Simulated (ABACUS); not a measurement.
**Run report: Ir, single-point calculation at one volume of an equation of state (part 2 of 2)**

Continued. System: Ir (Fm-3m, 1 atom in the cell). Method: Kohn-Sham DFT of a periodic cell, PBE, PseudoDojo NC SR 0.4.1 PBE standard, no spin polarisation (ABACUS 3.10.1); cutoff 1360.57 eV, 12×12×12 k-mesh, fermi-dirac of 0.05 eV. The structure derives from an entry of the Crystallography Open Database. It belongs to a series of runs on one base structure; here: volume scaled by 1.06.

Geometry of the input (Å; fractional positions):
```
0.0000  1.9532  1.9532
1.9532  0.0000  1.9532
1.9532  1.9532  0.0000
Ir 0.0000  0.0000  0.0000
```

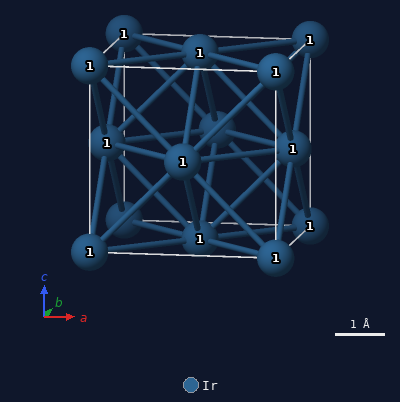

*The structure as given in the input (ball-and-stick view of the cell 4 times as large as that of the calculation, set on its symmetry axes, seen slightly off an axis; atoms are numbered from 1 in the order of the input).*

### The program's output, continued
```
 LCAO ALGORITHM --------------- ION=   1  ELEC=   3--------------------------------

 Density error is 0.00233719048072
----------------------------------------------------------
     Energy           Rydberg                 eV
----------------------------------------------------------
 E_KohnSham     -230.3129267256      -3133.5681265244
 E_Harris       -230.3635729394      -3134.2572036151
 E_Fermi        1.7878817963         24.3253797807
----------------------------------------------------------

 LCAO ALGORITHM --------------- ION=   1  ELEC=   4--------------------------------

 Density error is 8.58358044465e-05
----------------------------------------------------------
     Energy           Rydberg                 eV
----------------------------------------------------------
 E_KohnSham     -230.3129325134      -3133.5682052712
 E_Harris       -230.3131101276      -3133.5706218364
 E_Fermi        1.7863209919         24.3041439471
----------------------------------------------------------

 LCAO ALGORITHM --------------- ION=   1  ELEC=   5--------------------------------

 Density error is 5.38057456014e-06
----------------------------------------------------------
     Energy           Rydberg                 eV
----------------------------------------------------------
 E_KohnSham     -230.3129325144      -3133.5682052853
 E_Harris       -230.3127925371      -3133.5663007966
 E_Fermi        1.7863070915         24.3039548226
----------------------------------------------------------

 LCAO ALGORITHM --------------- ION=   1  ELEC=   6--------------------------------

 Density error is 7.13705341205e-07
----------------------------------------------------------
     Energy           Rydberg                 eV
----------------------------------------------------------
 E_KohnSham     -230.3129325144      -3133.5682052852
 E_Harris       -230.3129431814      -3133.5683504171
 E_Fermi        1.7863119457         24.3040208671
----------------------------------------------------------

 LCAO ALGORITHM --------------- ION=   1  ELEC=   7--------------------------------

 Density error is 1.55311313454e-08
----------------------------------------------------------
     Energy           Rydberg                 eV
----------------------------------------------------------
 E_KohnSham     -230.3129325143      -3133.5682052840
 E_KS(sigma->0) -230.3127402220      -3133.5655890124
 E_Harris       -230.3129322160      -3133.5682012256
 E_band         -7.7503366799        -105.4487402655
 E_one_elec     -37.6467263046       -512.2099887895
 E_Hartree      30.5058466613        415.0533369074
 E_xc           -43.6755179633       -594.2359074016
 E_Ewald        -179.4961503230      -2442.1704134571
 E_entropy(-TS) -0.0003845847        -0.0052325432
 E_descf        0.0000000000         0.0000000000
 E_exx          0.0000000000         0.0000000000
 E_Fermi        1.7863116094         24.3040162911
----------------------------------------------------------

 charge density convergence is achieved
 final etot is -3133.5682053 eV
 EFERMI = 24.304016291 eV

 STATE ENERGY(eV) AND OCCUPATIONS    NSPIN == 1
 1/72 kpoint (Cartesian) = 0.0000 0.0000 0.0000 (414 pws)
       1       -68.5965     0.00115741
       2       -25.0411     0.00115741
       3       -25.0411     0.00115741
       4       -25.0411     0.00115741
       5        13.7062     0.00115741
       6        20.7067     0.00115741
       7        20.7067     0.00115741
       8        20.7067     0.00115741
       9        23.1824     0.00115741
      10        23.1824     0.00115741
      11        38.0494        0.00000
      12        43.3714        0.00000
      13        43.3714        0.00000

 2/72 kpoint (Cartesian) = 0.021333 0.021333 0.021333 (418 pws)
       1       -68.5931     0.00925926
       2       -25.0861     0.00925926
       3       -25.0474     0.00925926
       4       -25.0474     0.00925926
       5        13.9977     0.00925926
       6        20.5575     0.00925926
       7        20.8255     0.00925926
       8        20.8255     0.00925926
       9        23.1111     0.00925926
      10        23.1111     0.00925926
      11        38.5463        0.00000
      12        42.3980        0.00000
      13        43.8936        0.00000

 3/72 kpoint (Cartesian) = 0.042666 0.042666 0.042666 (419 pws)
       1       -68.5838     0.00925926
       2       -25.2081     0.00925926
       3       -25.0644     0.00925926
       4       -25.0644     0.00925926
       5        14.8046     0.00925926
       6        20.2509     0.00925926
       7        21.0698     0.00925926
       8        21.0698     0.00925926
       9        23.0405     0.00925926
      10        23.0405     0.00925926
      11        39.7244        0.00000
      12        40.2094        0.00000
      13        45.3537        0.00000

 4/72 kpoint (Cartesian) = 0.063999 0.063999 0.063999 (413 pws)
       1       -68.5711     0.00925926
       2       -25.3722     0.00925926
       3       -25.0877     0.00925926
       4       -25.0877     0.00925926
       5        15.8453     0.00925926
       6        20.2005     0.00925926
       7        21.1187     0.00925926
       8        21.1187     0.00925926
       9        23.3466     0.00925926
      10        23.3466     0.00925926
      11        37.7103        0.00000
      12        40.4141        0.00000
      13        47.3210        0.00000

 5/72 kpoint (Cartesian) = 0.085331 0.085331 0.085331 (412 pws)
       1       -68.5583     0.00925926
       2       -25.5334     0.00925926
       3       -25.1109     0.00925926
       4       -25.1109     0.00925926
       5        16.5363     0.00925926
       6        20.9126     0.00925926
       7        20.9126     0.00925926
       8        21.0097     0.00925926
       9        24.0705     0.00917327
      10        24.0705     0.00917327
      11        35.1107        0.00000
      12        39.2953        0.00000
      13        45.8241        0.00000

 6/72 kpoint (Cartesian) = 0.10666 0.10666 0.10666 (410 pws)
       1       -68.5489     0.00925926
       2       -25.6497     0.00925926
       3       -25.1278     0.00925926
       4       -25.1278     0.00925926
       5        16.6980     0.00925926
       6        20.6986     0.00925926
       7        20.6986     0.00925926
       8        22.6209     0.00925926
       9        24.7954    4.98950e-07
      10        24.7954    4.98950e-07
      11        32.4152    3.26541e-73
      12        38.2213        0.00000
      13        43.7799        0.00000

[... levels at 66 further k points ...]

 correction force for each atom along direction 1 is -1.13535e-14
 correction force for each atom along direction 2 is 7.25308e-14
 correction force for each atom along direction 3 is 1.07302e-13
------------------------------------------------------------------------------------------
 TOTAL-FORCE (eV/Angstrom)
------------------------------------------------------------------------------------------
                       Ir1         0.0000000000         0.0000000000         0.0000000000
------------------------------------------------------------------------------------------

----------------------------------------------------------------
 TOTAL-STRESS (KBAR)
----------------------------------------------------------------
       -82.2104597115         0.0000000000         0.0000000000
         0.0000000000       -82.2104597115         0.0000000000
         0.0000000000         0.0000000000       -82.2104597115
----------------------------------------------------------------
 TOTAL-PRESSURE: -82.210460 KBAR

 --------------------------------------------
 !FINAL_ETOT_IS -3133.5682052840102187 eV
 --------------------------------------------
```

### Standard output
```
ABACUS v3.10.1

               Atomic-orbital Based Ab-initio Computation at UStc

%%%%%%%%%%%%%%%%%%%%%%%%%%%%%%%%%%%%%%%%%%%%%%%%%%%%%%%%%%%%%%%%%%%%%%%%%%%%%%%%%%%%%%%%%%%%%%%%%%%%%%%%%
 Warning: the number of valence electrons in pseudopotential > 9 for Ir: [Xe] 4f14 5d7 6s2
 Pseudopotentials with additional electrons can yield (more) accurate outcomes, but may be less efficient.
 If you're confident that your chosen pseudopotential is appropriate, you can safely ignore this warning.
%%%%%%%%%%%%%%%%%%%%%%%%%%%%%%%%%%%%%%%%%%%%%%%%%%%%%%%%%%%%%%%%%%%%%%%%%%%%%%%%%%%%%%%%%%%%%%%%%%%%%%%%%

 UNIFORM GRID DIM        : 36 * 36 * 36
 UNIFORM GRID DIM(BIG)   : 12 * 12 * 12
 ---------------------------------------------------------
 Self-consistent calculations for electrons
 ---------------------------------------------------------
 SPIN    KPOINTS         PROCESSORS  THREADS     NBASE
 1       72              4           4           26
 ---------------------------------------------------------
 Use Systematically Improvable Atomic bases
 ---------------------------------------------------------
 ELEMENT ORBITALS        NBASE       NATOM       XC
 Ir      3s2p2d1f-7au    26          1
 ---------------------------------------------------------
 Initial plane wave basis and FFT box
 ---------------------------------------------------------
 -------------------------------------------
 SELF-CONSISTENT :
 -------------------------------------------
 START CHARGE      : atomic
 ITER       ETOT/eV          EDIFF/eV         DRHO     TIME/s
 GE1     -3.13352111e+03   0.00000000e+00   2.8968e-02   0.36
 GE2     -3.13356536e+03  -4.42525066e-02   6.6483e-03   0.31
 GE3     -3.13356813e+03  -2.76463558e-03   2.3372e-03   0.31
 GE4     -3.13356821e+03  -7.87467879e-05   8.5836e-05   0.31
 GE5     -3.13356821e+03  -1.41681985e-08   5.3806e-06   0.31
 GE6     -3.13356821e+03   1.75560527e-10   7.1371e-07   0.33
 GE7     -3.13356821e+03   1.16125168e-09   1.5531e-08   0.32
----------------------------------------------------------------
 TOTAL-STRESS (KBAR)
----------------------------------------------------------------
       -82.2104597115         0.0000000000         0.0000000000
         0.0000000000       -82.2104597115         0.0000000000
         0.0000000000         0.0000000000       -82.2104597115
----------------------------------------------------------------
 TOTAL-PRESSURE: -82.210460 KBAR
```

### File mulliken.txt
```
 0
CALCULATE THE MULLIkEN ANALYSIS FOR EACH ATOM
 Total charge:	17
Decomposed Mulliken populations
0                             Zeta of Ir              Spin 1
s                                      0              1.9985
s                                      1              0.9923
s                                      2             -0.0613
SUM OVER M+Zeta                                       2.9295

pz                                     0              1.9975
px                                     0              1.9977
py                                     0              1.9995
SUM OVER M                                            5.9948
pz                                     1              0.3211
px                                     1              0.1668
py                                     1              0.1551
SUM OVER M                                            0.6431
SUM OVER M+Zeta                                       6.6378

dz^2                                   0              1.7205
dxz                                    0              1.2621
dyz                                    0              1.1569
dx^2-y^2                               0              1.4064
dxy                                    0              1.7413
SUM OVER M                                            7.2872
dz^2                                   1             -0.0029
dxz                                    1             -0.0032
dyz                                    1             -0.0432
dx^2-y^2                               1              0.0163
dxy                                    1              0.0107
SUM OVER M                                           -0.0222
SUM OVER M+Zeta                                       7.2650

fz^3                                   0              0.0388
fxz^2                                  0              0.0226
fyz^2                                  0              0.0185
fzx^2-zy^2                             0              0.0108
fxyz                                   0              0.0243
fx^3-3*xy^2                            0              0.0245
f3yx^2-y^3                             0              0.0282
SUM OVER M                                            0.1677
SUM OVER M+Zeta                                       0.1677

SUM OVER M+Zeta+L                                    17.0000

Total Charge on atom:                 Ir             17.0000
```

### Summary

```tsv
quantity	value
outcome	converged
space group (tolerance 0.01 Å)	Fm-3m (225)
electrons treated	17
free energy	−3133.5682 eV
Fermi energy	24.304 eV
gap on the k-point mesh	none (metallic)
pressure	−8.22 GPa
largest force (length of the vector)	under 0.001 eV/Å
hardware	4 threads of INTEL XEON PLATINUM @ 2.30GHz (Emerald Rapids), 24 GiB of memory available, shared host
wall time	3.1 s (CPU time 12 s)
peak memory	0.4 GiB
```

### Remarks

Points of doubt noted for this run: home made orbitals. Spin–orbit coupling is left out, which matters for Ir. The cell is under a tension of 8.2 GPa at this level, so it is not at its equilibrium volume.
